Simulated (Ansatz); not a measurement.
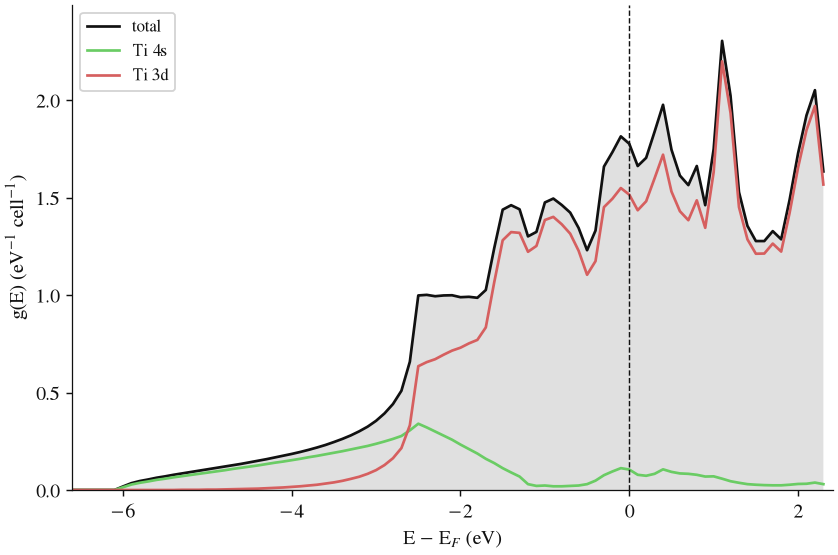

Density of states of Ti, space group Fm-3m (No. 225), 1 atom in the cell. Computed with Ansatz 0.2.0: DFT PBE, scalar-relativistic, plane waves, PAW, no spin polarisation, 18×18×18 k mesh, 420 eV cutoff. Energies are counted from the Fermi level. The partial curves are projected on Löwdin-orthogonalised atomic shells.

It is a metal. The density of states at the Fermi level is about 1.7 per eV and cell (mean within 0.25 eV). By projected weight, the states within 0.3 eV of the Fermi level are Ti 3d almost alone.

The run has no spin polarisation, and a density of states this high at the Fermi level may favour a magnetic state.
